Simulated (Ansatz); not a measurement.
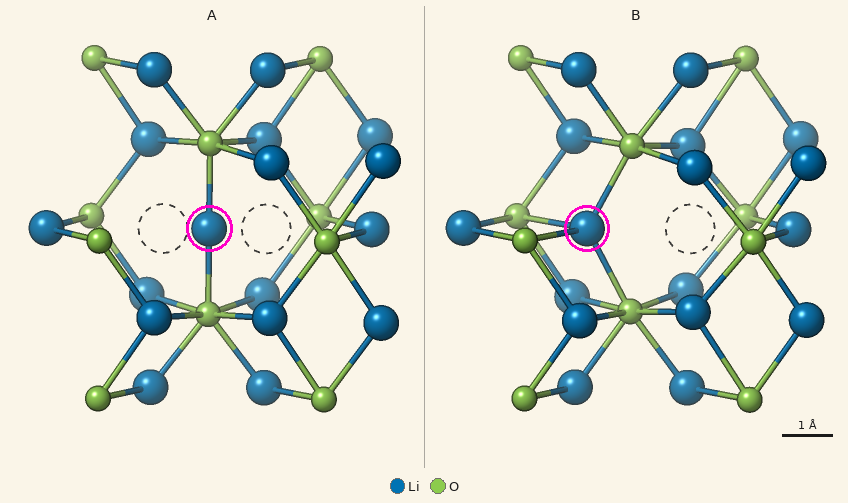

A vacancy jump of lithium in Li2O (Fm-3m phase), in a cell of charge −1 (on a uniform background) with 23 atoms, whose images lie 6.5 Å apart. One frame is the relaxed vacancy; in the other the neighbouring Li atom (ringed) was set half-way along its jump of 2.31 Å and all atoms were relaxed in the symmetry of that start. Dashed circles mark empty sites. The picture is a ball-and-stick view of the slice 3.8 Å thick through the jump, out to 4.4 Å from its middle, seen across the jump.

These are results of DFT PBE, scalar-relativistic, plane waves, PAW (Ansatz), not measurements. Settings: plane-wave cutoff 420 eV; k-point mesh 4 × 4 × 4; occupations gaussian; smearing width 0.05 eV; no spin polarisation; atoms relaxed in a fixed cell; force threshold 0.02 eV/Å.

**What does the half-way point cost?**

Frame A is the half-way start after relaxation. It lies 0.28 eV above the relaxed vacancy. The atom stays half-way, on the straight line. The symmetry of the start was kept and can hold it there, so for a path with one hump at the middle this is the barrier or an upper bound to it. There it has 2 O as nearest neighbours, the closest at 1.76 Å. The gap on the mesh is 5.04 eV with the relaxed vacancy and 4.79 eV half-way.

Limits of the set-up: the periodic images lie only 6.5 Å apart, so the values are limited by the cell's size; the cell is charged, on a uniform background, and energies carry no finite-size correction.
